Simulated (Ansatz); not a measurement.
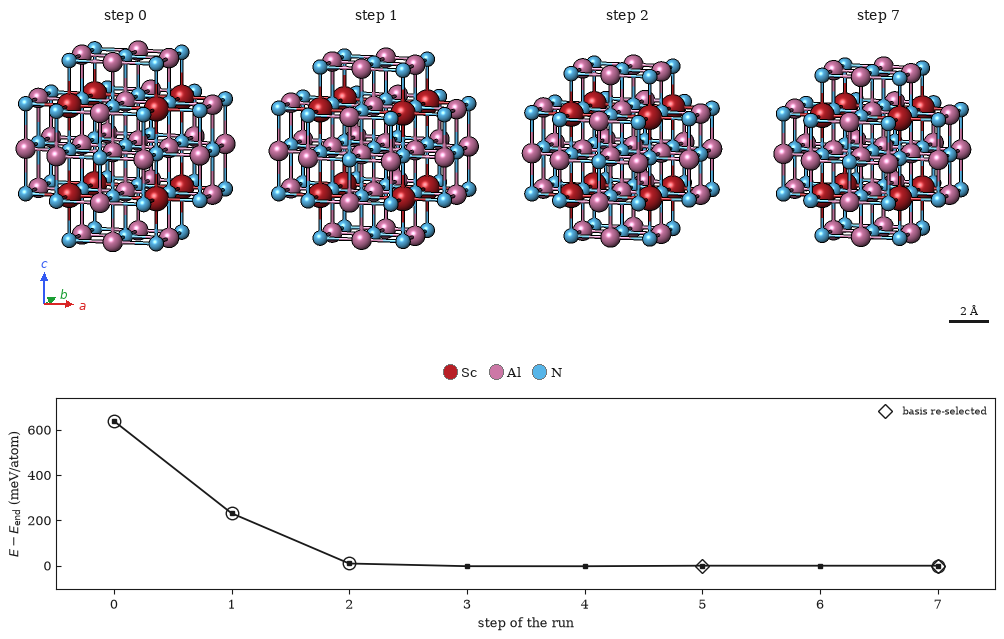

Frames of a relaxation of solid ScAl$_{3}$N$_{4}$ (a generated structure, set up in Pm-3m) (coarse preliminary run), marked on the history of the run. Style: ball-and-stick. Shown: the cell of the calculation, slightly off an axis.

Computed with DFT PBE, scalar-relativistic, plane waves, PAW in Ansatz.

Input file:
```yaml
crystal:
  lattice:
    - [4.73933754, 0.0, 0.0]
    - [0.0, 4.73933754, 0.0]
    - [0.0, 0.0, 4.73933754]
  atoms:
    - { symbol: Sc, position: [0.0, 0.0, 0.0] }
    - { symbol: Al, position: [0.5, 0.0, 0.5] }
    - { symbol: Al, position: [0.5, 0.5, 0.0] }
    - { symbol: Al, position: [0.0, 0.5, 0.5] }
    - { symbol: "N", position: [0.0, 0.5, 0.0] }
    - { symbol: "N", position: [0.5, 0.5, 0.5] }
    - { symbol: "N", position: [0.0, 0.0, 0.5] }
    - { symbol: "N", position: [0.5, 0.0, 0.0] }
basis:
  ecutwfc: 420
kpoints:
  mp_grid: { grid: [4, 4, 4] }
hamiltonian:
  xc: pbe
scf:
  occupations: { method: gaussian, width: 0.1 }
  lower_state_search: "off"
output:
  forces: true
  stress: true
  eigenvalues: true
relax:
  adjacent_minimum: "off"
  f_tol: 0.04
  max_steps: 70
  cell: { stress_tol: 0.4 }
```

Run as
```bash
ansatz run input.yaml --threads 1 --pin off --max-ram 2560MiB --backend cpu --events-out ev --progress --plain --runs-dir out
```

Q: What happens along the run?

A: No atom moves by more than 0.005 Å relative to the cell. The volume changes by −29.6 %, with a = b = c 4.739 → 4.216 Å (−11.0 %). Among the contacts that change: Al2–N6 2.370 → 2.108 Å, Sc1–N5 2.370 → 2.108 Å. The space group stays Pm-3m (No. 221). The energy falls by 639 meV per atom in 5 accepted moves (7 points after the start). All forces vanish by symmetry, so only the cell relaxes. The pressure goes from −38.09 to −0.01 GPa. At 2 points the geometry stayed and the basis and grid were re-selected for the new cell (energy shift of 2.4 meV per atom at most each time). Cost: 9.8 s on 1 thread of Intel(R) Xeon(R) 6975P-C (Granite Rapids), on a shared host, peak memory 0.43 GiB. From step 0 to 1: volume −13.9 %, energy −407 meV per atom. From step 1 to 2: volume −14.6 %, energy −222 meV per atom. From step 2 to 7: volume −4.2 %, energy −9.7 meV per atom.
